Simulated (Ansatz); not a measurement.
ZrC

```
Zr C
1.0
     0.00000    0.00000   -2.93973
     3.26953    0.00000    0.00000
     0.00000   -5.66300    0.00000
Zr C
2 2
Direct
  0.00000 0.50000 0.50000
  0.00000 0.00000 0.00000
  0.50000 0.50000 0.81214
  0.50000 0.00000 0.31214
```

Space group Amm2; started from the WC prototype, which need not be the ambient phase; changed on purpose from its base cell (atom 2 (C) moved 0.12 A along y); not relaxed (largest force 0.7 eV/Å).

Method: DFT PBE, scalar-relativistic, plane waves, PAW in Ansatz.

Q: What will maps of the valence pseudo-density and electron localisation function show?

A: Zr–C (2.44 Å): the density is about 0.39 e/Å³ at the midpoint; the ELF peaks at about 0.80 in the valence shell of C, 0.7 Å from its nucleus, and is about 0.25 at the midpoint; no shared electron pair shows on this line.

Q: Metal or insulator at this level of theory?

A: It is gapless in this calculation (a metal or semimetal).

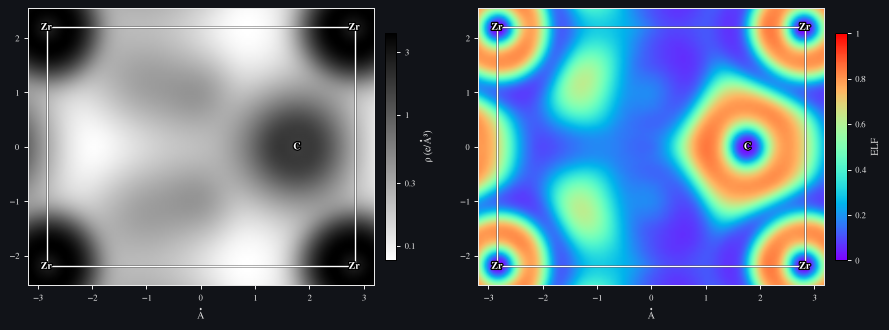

Computed valence pseudo-density and electron localisation function on the (110) plane of the conventional cell, in this order. 

Core electrons are frozen (PAW), and the valence fields are smoothed inside the atomic spheres.
